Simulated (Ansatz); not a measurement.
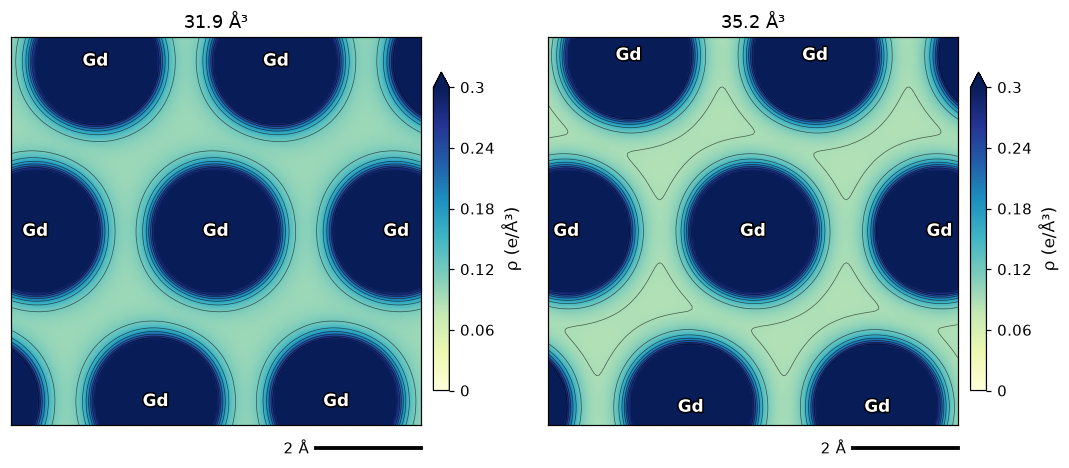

Gd. The valence electron density of cells scaled evenly to different volumes (given per atom above each panel), on the (101̄) plane of each (indices in the axes of the cell below), at one length scale and on one colour scale.

Spin-polarised.

Theory: Kohn-Sham DFT of a periodic cell, PBEsol, Ansatz PAW in Ansatz 0.2.0.

Core electrons are frozen (PAW), and the valence fields are smoothed inside the atomic spheres.

The largest cell:

```
Gd
1.0
    -2.06472    2.06472    2.06472
     2.06472   -2.06472    2.06472
     2.06472    2.06472   -2.06472
Gd
1
Direct
  0.00000 0.00000 0.00000
```

| volume (Å³/atom) | Gd–Gd contact in the plane (Å) | ρ at its midpoint (e/Å³) | pressure (GPa) | largest moment (μB) | 
| --- | --- | --- | --- | --- |
| 31.89 | 3.460 | 0.107 | −1.1 | 7.32 | 
| 32.55 | 3.484 | ? | ? | ? | 
| 35.21 | 3.576 | 0.093 | −3.8 | 7.34 | 

What values belong in the row with question marks?

Answer. Over the known rows ln ρ falls by 1.21 per Å of Gd–Gd distance (the line through the two), which gives 0.104 e/Å³ at 3.484 Å; the calculation gives 0.103 e/Å³. For the pressure, a straight line in volume between the neighbouring rows gives −1.6 GPa; the calculation gives −1.7. For the largest moment, a straight line in volume between the neighbouring rows gives 7.32 μB; the calculation gives 7.32.
